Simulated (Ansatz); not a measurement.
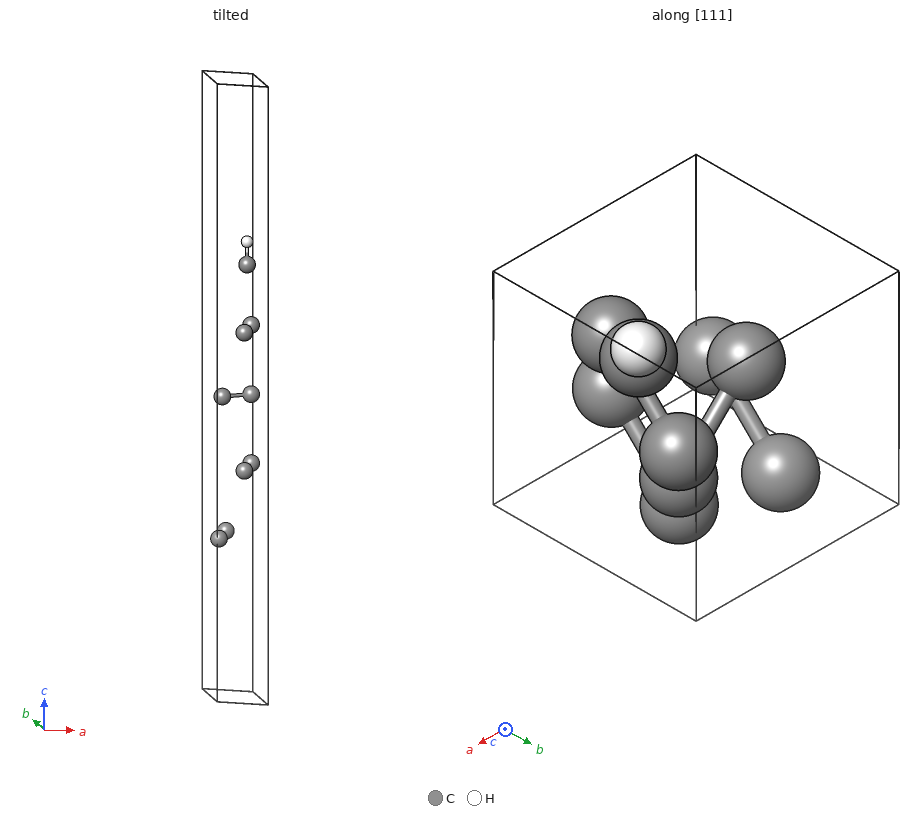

We look at a ball-and-stick model of the crystal slightly off an axis and along [111]. The lines enclose the simulation cell; boundary atoms appear with their images. Cell: a = 2.466 Å, b = 2.465 Å, c = 30.299 Å, α = 90.00°, β = 90.00°, γ = 120.01°.

- Chemical formula HC9.
- The cell comprises 1 formula unit: 1 H, 9 C.
- The H atoms are each bonded to one C at about 1.1 Å.
- Taking every contact within bonding distance, one finds C 1 to 3 (mean 2.8).

Provenance: a structure listed in the Materials Project, from which a slab was cut and an adsorbate added. The atoms were relaxed in a fixed cell with DFT PBE+D3(BJ), scalar-relativistic, plane waves, PAW (Ansatz 0.2.0), but for four held in place.
